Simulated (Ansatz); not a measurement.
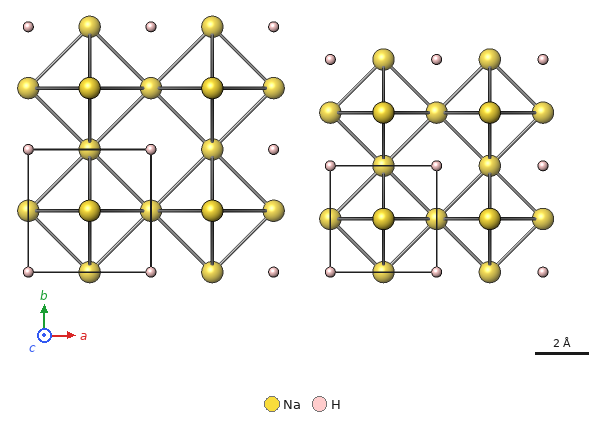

Two geometries of crystalline Na₃H (built on the Cu3Au (L1_2)_221 type) (coarse preliminary run), drawn at one scale. One is the start of a relaxation, the other its converged end. The picture is a ball-and-stick view of the cell of the calculation, repeated 2 × 2 × 1 with one cell outlined, seen along the c axis.

Theory: Ansatz, DFT PBE, scalar-relativistic, plane waves, PAW. Settings: plane-wave cutoff 420 eV; k-point mesh 4 × 4 × 4; occupations gaussian; smearing width 0.1 eV; no spin polarisation; cell and atoms relaxed; force threshold 0.04 eV/Å; at most 70 steps.

Which of the two is the end point?

The left one is the relaxed one. Case: Cu3Au (L1_2) type (Pm-3m, No. 221). No atom moves by more than 0.005 Å relative to the cell. The volume changes by +53.6 %, with a = b = c 4.055 → 4.678 Å (+15.4 %). Some distances before and after: Na–Na 2.867 → 3.308 Å. The space group stays Pm-3m (No. 221). After 4 accepted moves (6 points after the start) the energy has fallen by 224 meV per atom. All forces vanish by symmetry, so only the cell relaxes. The pressure goes from 10.58 to 0.35 GPa. The SCF was repeated twice at an unchanged geometry on a basis and grid sized afresh for the cell, which shifted the energy by 11.3 meV per atom at most. The run took 11 s on 1 thread of Arm Neoverse N1, on a shared host, peak memory 0.3 GiB.

Limits of the set-up: the k-point mesh is coarse for a cell with partly filled bands.
